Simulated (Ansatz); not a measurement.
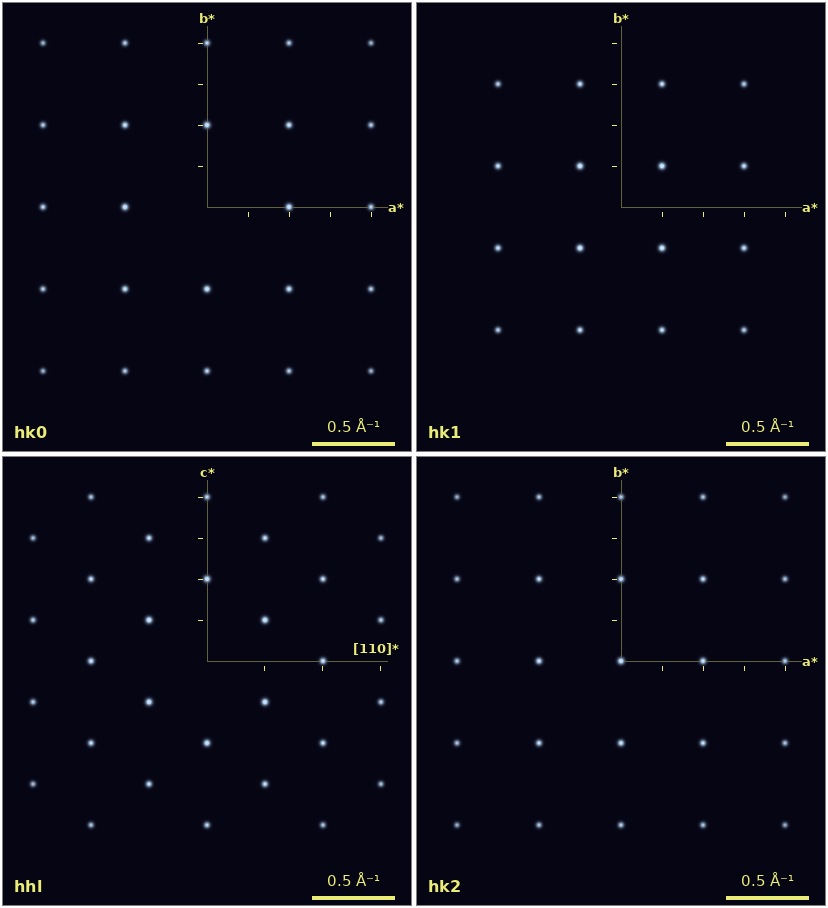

Simulated precession-type sections (X-rays; kinematic intensities, B = 0.5 Å²). The ticks mark integer indices of the conventional cell.

> Read the reciprocal cell and give the direct cell.

a* = 0.251, b* = 0.251, c* = 0.251 Å⁻¹; the cell is cubic with a = 3.98 Å.

> Which reflection conditions do the layers show?

Reflections are present only under these conditions. hkl: h + k = 2n, h + l = 2n; hk0: h = 2n, k = 2n; hhl: h + l = 2n; h00: h = 2n. The lattice is face-centred (F).

> Which space groups fit?

The intensities have Laue symmetry m-3m (the hk0 layer shows 4mm, hk1 shows 4mm). With these conditions the candidates are F432 (No. 209), F-43m (No. 216), Fm-3m (No. 225). Diffraction geometry alone does not choose among them; the structure has Fm-3m. The compound is W. Structure: the input geometry of an electronic-structure calculation (not necessarily at equilibrium); the starting structure was generated, so it need not be a known form of this composition.
